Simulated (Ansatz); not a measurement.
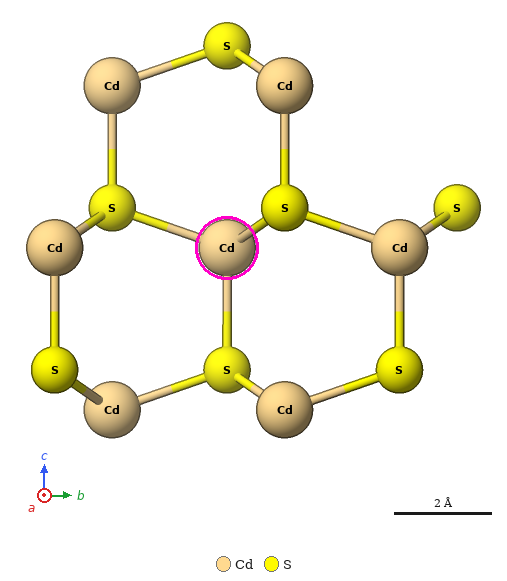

Perfect CdS. Style: ball-and-stick. Shown: the atoms within 5.4 Å of one point, in a slice 5.0 Å thick across the line of sight, along the a axis.

Computed with DFT, PBEsol, PAW, plane waves (Ansatz). (plane-wave cutoff 420 eV; k-point mesh 1 × 1 × 1; mesh shifted by (0.25, 0.25, 0.25); collinear spin) Fermi-Dirac smearing of 0.01 eV. A uniform background neutralises the charged cell. The axes drawn are those of the host's conventional cell.

A cadmium atom is taken out (a vacancy) at the ringed place, in charge state +1. The supercell has 96 sites, and the atoms are relaxed at the host's cell.

> Predict the relaxed surroundings of the defect.

Around the empty Cd site the host had 4 S at 2.52 to 2.53 Å; after relaxation the nearest atoms are 4 S at 2.34 to 2.39 Å. Of the host's atoms, a sulfur atom moves furthest from its site, by 0.19 Å. The cell's net moment is 0.99 μB.

The relaxed defect, seen from the same direction:

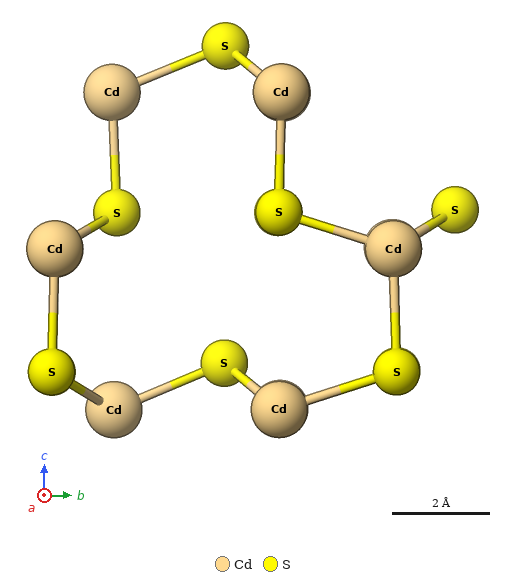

Limits of the set-up: the cell is charged, on a uniform background, and energies carry no finite-size correction.
